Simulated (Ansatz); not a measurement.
Single-point calculation, with input and output: Ge

- system: Ge (2 atoms in the cell)
- method: DFT r2SCAN, scalar-relativistic, plane waves, PAW, no spin polarisation (Ansatz 0.2.0)

The structure derives from a Materials Project entry. Figures and captions count atoms from 1; the log counts them from 0 in places.

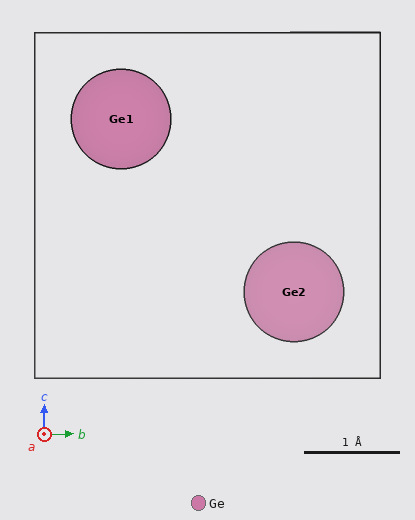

Figure 1. The structure (ball-and-stick view of the reduced cell, along the a axis; atoms are numbered from 1 in the order of the input). An atom can appear more than once, as a periodic image. Near neighbours in the periodic cell (some may lie outside the picture): Ge has 6 Ge at 2.67 to 2.82 Å.

## Key numbers

| quantity | value |
| --- | --- |
| outcome | converged |
| space group (tolerance 0.01 Å) | I4₁/amd (141) |
| electrons treated | 28 |
| free energy | −8605.0896 eV |
| Fermi energy | 10.953 eV |
| gap on the k-point mesh | none (metallic) |
| pressure | −0.05 GPa |
| largest force (length of the vector) | under 0.001 eV/Å |
| hardware | 2 threads of Intel Xeon @ 2.70GHz, 189 GiB of memory available, shared host |
| wall time | 92 s (CPU time 2.9 min) |
| peak memory | 1.6 GiB |

## Input
```yaml
crystal:
  lattice:
    - [-2.5738610839, 2.5731635146, 1.4093216048]
    - [2.5738610839, -2.5731635146, 1.4093216048]
    - [2.5738610839, 2.5731635146, -1.4093216048]
  atoms:
    - { symbol: Ge, position: [0.1247885765, 0.8747885765, 0.25] }
    - { symbol: Ge, position: [0.8752114235, 0.1252114235, 0.75] }
basis:
  ecutwfc: 500
kpoints:
  mp_grid: { grid: [24, 24, 24] }
hamiltonian:
  xc: r2scan
scf:
  occupations: { method: gaussian, width: 0.15 }
output:
  forces: true
  stress: true
  eigenvalues: true
```

Run as:
```bash
ansatz run input.yaml --threads 2 --pin off --max-ram 5120MiB --backend cpu --events-out ev --progress --plain --runs-dir out
```

## Output
```
Engine: ansatz 0.2.0, x86_64-unknown-linux-gnu
Pseudopotentials: kind: paw
Pseudopotential: Ge, paw, valence charge 14, recommended cutoff 500 eV (meta_gga), Ge.paw.azcp
Functional definition: r2SCAN
  parameter k0 = 0.174
  parameter k1 = 0.065
  parameter a1 = 4.9479
  exchange = r2scan_x(k0 = k0, k1 = k1, a1 = a1)
  correlation = r2scan_c
Crystal: 2 atoms, lattice volume = 37.336 Å³
Basis set: ecut = 500 eV, 925 PW (Γ), exchange–correlation on 120×120×120 points (64 copies of the dense FFT grid, shifted against one another)
Bands: 18, of which v1, the nominal top of the filled ones, is band 14 counted from 1 (13 counted from 0)
Symmetry: 8 space group operations
Space group: Imma (ITA 74), of the structure as read, at distance tolerance 3.3e-5 Å
k-points: 1963 of 13824
Non-local potential: Ge, projectors of the file, l = 0: 2, l = 1: 2, l = 2: 3, l = 3: 1
PAW form: soft (Blöchl's): semilocal exchange-correlation on the pseudo side does not see the compensation charge
PAW frozen core: Ge, regenerated for the run's functional (the file was generated under x = pbe(κ = 0.804, μ = 0.2195149727645171), c = pbe(β = 0.06672455060314922))
PAW one-centre angular grid: Ge, 590 points (default); XC on 160 Gauss nodes
Initial density: superposition of atomic densities (neutral atoms: chi_scale 0, normalization atom), corrected by the library's trained network
Initial wavefunctions: pseudopotential atomic-orbital guess
Functional: x = r2scan, c = r2scan; τ floored in thin density (d = 2e-4 eV/Å³)
SCF iter   1: F=—  HF=-8605.062949 eV  |F-HF|=—  |Δ(HF+E_count)|=         —  Δρ=7.05e-3  dr2=5.76e-3  dr2_τ=1.73e-3  ethr=1.77e-3  ⟨swp⟩=5.1  Hψ=145173  notcnv=0
preconditioner: auto → Kerker (q_TF=auto, 2.601 Å⁻¹)  [metal: Δε(μ)=0.001 eV  Ē_g=24.486 eV  σ=0.150 eV  W_gap=0.01  n_scr=16 (ndim 8)  ℏωp=32.2 eV  f_vac=0.000  D(μ)=0.69/eV (n_scr^D=4)]
SCF iter   2: F=—  HF=-8605.088555 eV  |F-HF|=—  |Δ(HF+E_count)|=   2.56e-2  Δρ=2.63e-3  dr2=1.14e-3  dr2_τ=2.24e-5  ethr=2.06e-5  ⟨swp⟩=2.0  Hψ=85693  notcnv=0  defer=204
SCF iter   3: F=—  HF=-8605.089176 eV  |F-HF|=—  |Δ(HF+E_count)|=   6.21e-4  Δρ=1.71e-3  dr2=5.77e-4  dr2_τ=7.16e-6  ethr=4.06e-6  ⟨swp⟩=1.0  Hψ=35080  notcnv=0  defer=204
SCF iter   4: F=—  HF=-8605.089484 eV  |F-HF|=—  |Δ(HF+E_count)|=   3.08e-4  Δρ=7.52e-4  dr2=1.21e-4  dr2_τ=1.56e-6  ethr=2.06e-6  ⟨swp⟩=1.5  Hψ=36882  notcnv=0  defer=204
SCF iter   5: F=—  HF=-8605.089551 eV  |F-HF|=—  |Δ(HF+E_count)|=   6.64e-5  Δρ=1.61e-4  dr2=6.13e-6  dr2_τ=5.96e-8  ethr=4.33e-7  ⟨swp⟩=2.0  Hψ=42970  notcnv=0  defer=204
SCF iter   6: F=—  HF=-8605.089552 eV  |F-HF|=—  |Δ(HF+E_count)|=   1.65e-6  Δρ=1.72e-5  dr2=9.92e-8  dr2_τ=6.93e-10  ethr=3.57e-10  ⟨swp⟩=3.5  Hψ=145268  notcnv=0
SCF iter   7: F=-8605.089552 eV  HF=-8605.089552 eV  |F-HF|=4.60e-10  |Δ(HF+E_count)|=   2.27e-8  Δρ=1.77e-6  dr2=1.02e-9  dr2_τ=1.71e-11  ethr=3.54e-10  ⟨swp⟩=2.0  Hψ=131210  notcnv=0
the search or the solves at the SCF's close seem to have found levels that the self-consistency loop had missed (the run counts 1). By its estimate they hold under 1e-12 electrons; where the run keeps them, the occupations were computed again with them
SCF 1 converged in 7 iterations: F = -8605.089552 eV  dr2 = 1.02e-9
  greatest PAW one-centre occupation: 0.998 electrons in one spin orbital (limit 2), on the Ge atom at site 1 (counted from 0), in its partial waves of l = 2
```

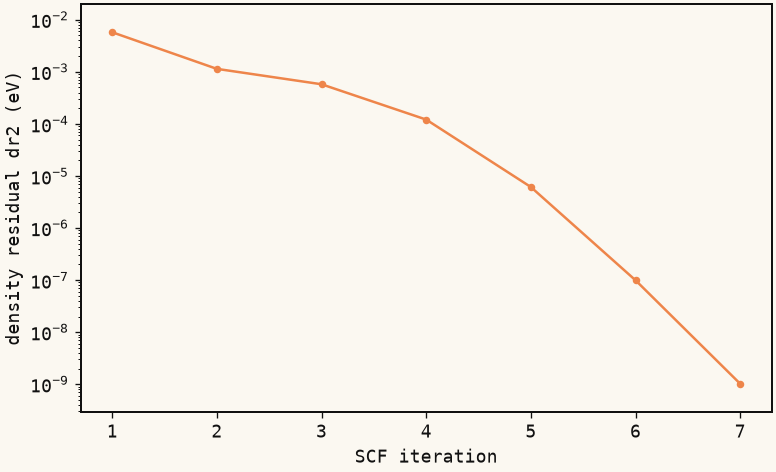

Figure 2. Convergence of the self-consistent field: density residual dr2 against the SCF iteration. The residual falls at every step.

```
SCF converged after 7 iterations
Free energy (F): -8605.089552 eV
Harris-Foulkes:  -8605.089552 eV  (|F-HF|=4.60e-10)
Internal energy: -8605.081693 eV  (E = F + TS)
E sigma→0 (E₀):  -8605.085622 eV
Entropy (-TS):   -0.007860 eV (-3.930 meV/atom)
Fermi energy:    10.953164 eV
--- Per-component energies (eV) ---
  E_band       = -243.563106
  E_kinetic    = 221.020547
  E_local      = -4304.368096  (includes V_loc(G=0)·N_el)
  E_nonlocal   = 835.863293
  E_hartree    = 1887.664456
  E_xc         = -138.224409
  E_vxc        = -136.055298  (∫ρ·V_xc dr)
  E_paw        = -4063.917954  (= ΣΔE_a)
  E_vpaw       = -643.112131  (= ΣTr[D̂ρ^β])
  E_aug_tail   = 0.000032  (compensation charges beyond the density's cutoff)
  E_vtau       = 7.761032  (kinetic-family band-sum trace: ∫τ·v_τ [+ j·A + Jᵃ·Aᵃ] dr)
  E_ewald      = -3040.948030
  E_core_change = -2.171532  (= ΣΔE_core)
  E_smearing   = -0.007860  (= −TS)
  E_closure    = -0.000000  (closes the sum)
  Σ components = -8605.089552   (vs F -8605.089552, Δ=0.00e0)
--- Forces (eV/Å), atoms counted from 1 ---
  atom   1  Ge     0.00000000     0.00000000     0.00022958
  atom   2  Ge     0.00000000     0.00000000    -0.00022958
  max |Σ_I F_I| component: 2.71e-20 eV/Å
--- Stress (GPa, compression-positive) ---
       -0.364008       0.000000       0.000000
        0.000000      -0.348758       0.000000
        0.000000       0.000000       0.550844
  P = ⅓ Tr σ = -0.0540 GPa (-0.540 kbar)
--- Band table (eV; the first three rows and the last of 1963) ---
  k-point 0: bands = ["-14.4701", "-14.4188", "-14.3878", "-14.3864", "-14.2797", "-14.2793", "-14.2732", "-14.2730", "-14.2018", "-14.1353", "-2.9107", "6.9235", "8.4810", "8.4838", "14.7564", "18.9662", "18.9739", "19.3089"]
  k-point 1: bands = ["-14.4692", "-14.4191", "-14.3870", "-14.3868", "-14.2800", "-14.2789", "-14.2729", "-14.2726", "-14.2024", "-14.1364", "-2.8905", "6.6644", "8.5045", "8.6981", "14.8570", "18.5810", "18.8633", "19.4956"]
  k-point 2: bands = ["-14.4663", "-14.4197", "-14.3889", "-14.3842", "-14.2813", "-14.2773", "-14.2719", "-14.2715", "-14.2042", "-14.1395", "-2.8300", "6.1093", "8.5708", "9.1264", "15.1554", "17.9650", "18.5660", "19.4409"]
  k-point 1962: bands = ["-14.4263", "-14.4261", "-14.2967", "-14.2965", "-14.2780", "-14.2780", "-14.2772", "-14.2769", "-14.2698", "-14.2696", "1.7475", "1.7522", "4.8519", "4.8527", "17.2435", "17.2529", "22.6242", "22.6284"]
```
